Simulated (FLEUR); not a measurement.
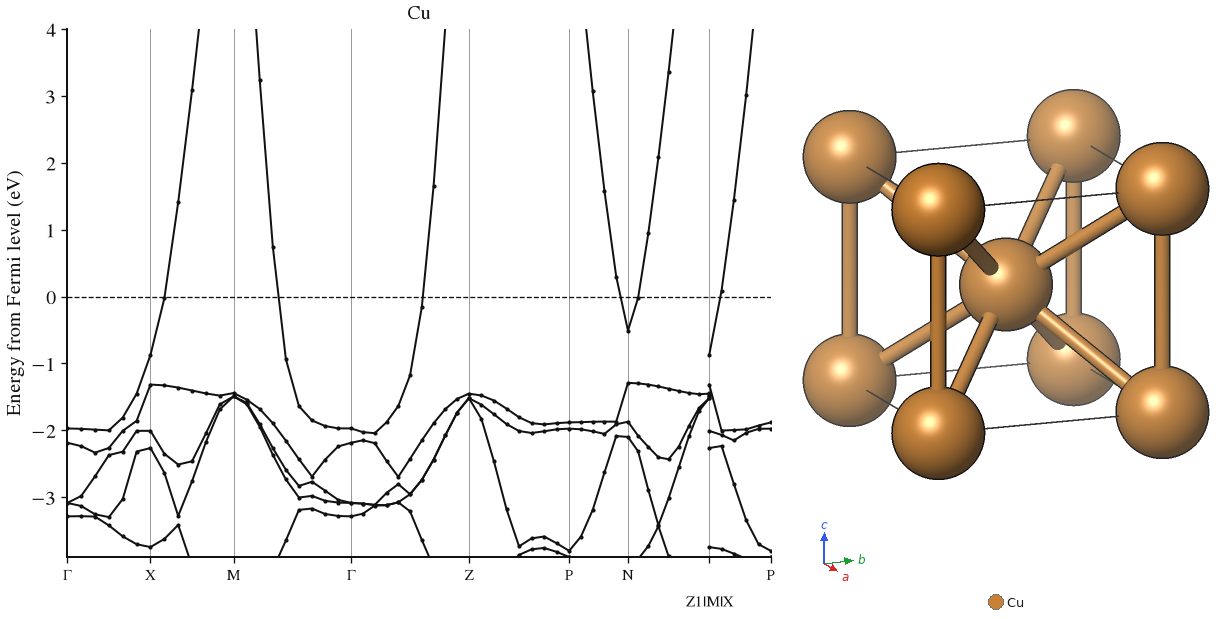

Band structure, beside the structure. Energies are counted from the Fermi level.

System: Cu, space group I4/mmm (No. 139), 1 atom in the primitive cell.

```
Cu
1.0
    -1.44279    1.44279    1.37608
     1.44279   -1.44279    1.37608
     1.44279    1.44279   -1.37608
Cu
1
Direct
  0.00000 0.00000 0.00000
```

FLEUR; LDA, all-electron, no spin polarisation, no spin-orbit coupling, 13×13×13 k mesh, Fermi-Dirac smearing of 0.05 eV.

Metal, semiconductor or insulator?

Answer. A metal: 1 band crosses the Fermi level along this path.

This isn't the form of Cu at room conditions, which is fcc. Bands are joined in order of energy, so crossings between the computed points show as kinks or gaps. In reduced coordinates of the cell that was run, X is (0, 0, 0.5), M is (−0.5, 0.5, 0.5), Z is (0.477, 0.477, −0.477), P is (0.25, 0.25, 0.25), N is (0, 0.5, 0) and Z1 is (−0.477, 0.523, 0.477).
